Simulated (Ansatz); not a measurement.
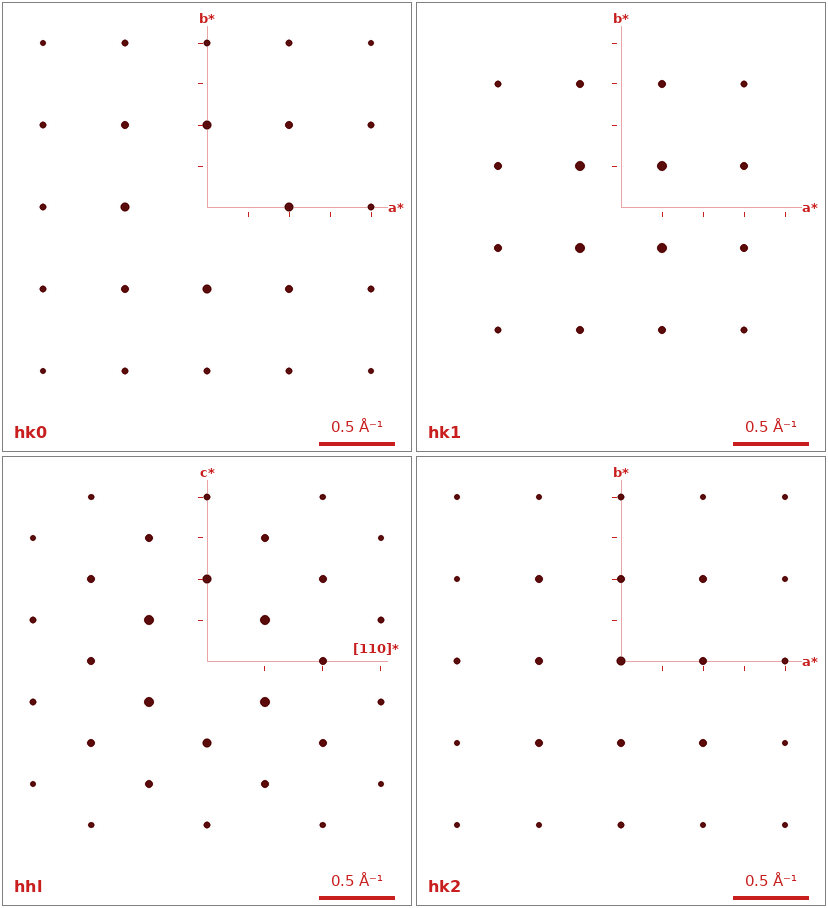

Simulated precession-type sections (X-rays; kinematic intensities, B = 0.5 Å²). The ticks mark integer indices of the conventional cell.

The compound is Mn. Structure: the input geometry of an electronic-structure calculation (not necessarily at equilibrium); the starting structure was generated, so it need not be a known form of this composition.

Q: What cell do the layers give?

A: a* = 0.274, b* = 0.274, c* = 0.274 Å⁻¹; the cell is cubic with a = 3.65 Å.

Q: Which reflection conditions do the layers show?

A: Reflections are present only under these conditions. hkl: h + k = 2n, h + l = 2n; hk0: h = 2n, k = 2n; hhl: h + l = 2n; h00: h = 2n. The lattice is face-centred (F).

Q: Which space groups fit?

A: The intensities have Laue symmetry m-3m (the hk0 layer shows 4mm, hk1 shows 4mm). With these conditions the candidates are F432 (No. 209), F-43m (No. 216), Fm-3m (No. 225). Diffraction geometry alone does not choose among them; the structure has Fm-3m.
